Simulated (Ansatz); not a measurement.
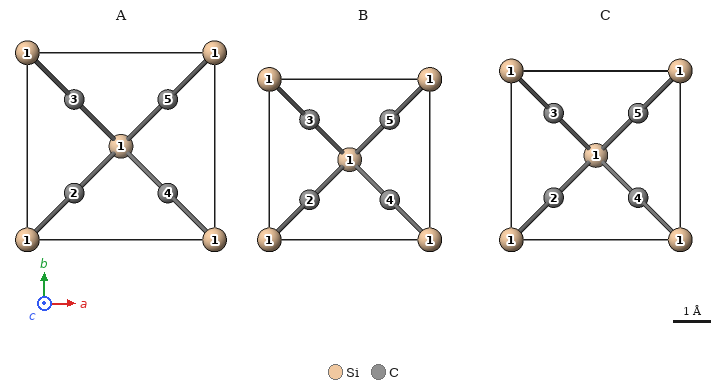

3 geometries from one relaxation of crystalline SiC4 (a generated structure, set up in Im-3m) (coarse preliminary run), in shuffled order. The picture is a ball-and-stick view of the conventional cell (2 times the calculation's cell), seen along the c axis. Lengths and directions refer to the drawn axes.

Level of theory: DFT PBE, scalar-relativistic, plane waves, PAW in Ansatz. (plane-wave cutoff 420 eV; k-point mesh 6 × 6 × 6; occupations gaussian; smearing width 0.1 eV; no spin polarisation; cell and atoms relaxed; force threshold 0.04 eV/Å; at most 70 steps)

Put them in the order of the run, from the start to the converged end.

A, C, B. They are steps 0, 2, 6, at +743 meV per atom, +90.8 meV per atom relative to the last. Over 5 accepted moves (6 points after the start) the energy falls by 743 meV per atom. All forces vanish by symmetry, so only the cell relaxes. Pressure: −32.09 GPa at the start and −0.35 GPa at the end. The SCF was repeated once at an unchanged geometry on a basis and grid sized afresh for the cell, which shifted the energy by 2.2 meV per atom at most. No atom moves by more than 0.005 Å relative to the cell. The drawn cell changes as follows: a = b = c 5.117 → 4.387 Å (−14.3 %); the volume changes by −37.0 %. Near-neighbour distances that change, for instance: Si1–C2 2.216 → 1.899 Å. The space group stays Im-3m (No. 229). Cost: 11 s on 1 thread of Arm Neoverse V1 (shared host), peak memory 0.3 GiB.
